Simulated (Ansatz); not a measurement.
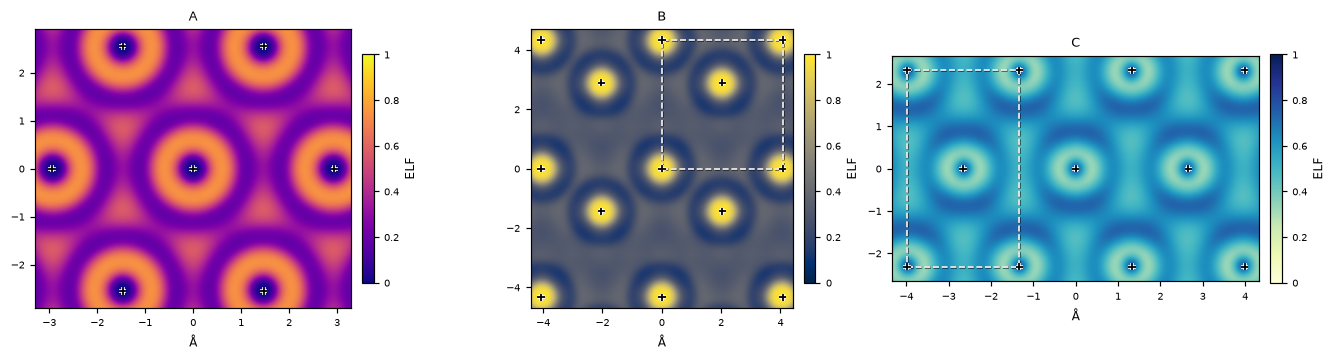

The electron localisation function of 3 systems, each on a plane through atoms (crosses mark nuclei in the plane).

Theory: Kohn-Sham DFT of a periodic cell, HSE06, Ansatz PAW in Ansatz.

System 1: Ta, the (111) plane of the conventional cell. Space group Fm-3m; computed pressure about 7 GPa in this cell.

System 2: Co, the (110) plane of the conventional cell. Space group P6₃/mmc; a structure from a database of computed crystals, not necessarily the ambient phase; computed pressure about −4 GPa in this cell; spin-polarised.

```
Co
1.0
     2.50453    0.00000    0.00000
    -1.25226    2.16899    0.00000
     0.00000    0.00000    4.07406
Co
2
Direct
  0.66667 0.33333 0.75000
  0.33333 0.66667 0.25000
```

System 3: Si, the (110) plane of the conventional cell. Space group I4/mmm; a structure from a database of computed crystals, not necessarily the ambient phase.

```
CELL_PARAMETERS angstrom
3.27538 0.00000 0.00000
0.00000 3.27538 0.00000
0.00000 0.00000 2.65815
ATOMIC_POSITIONS crystal
Si 0.00000 0.00000 0.00000
Si 0.50000 0.50000 0.50000
```

Question: Match each panel to its system.

Answer: Panel A is system 1, Ta: the plane holds Ta. Ta–Ta (2.94 Å): the ELF is about 0.30 at the midpoint. Panel B is system 2, Co: the plane holds Co. Co–Co (2.50 Å): the ELF is about 0.25 at the midpoint: no shared electron pair shows on this line. Panel C is system 3, Si: the plane holds Si. Si–Si (2.66 Å): the ELF peaks at about 0.65 between the atoms.
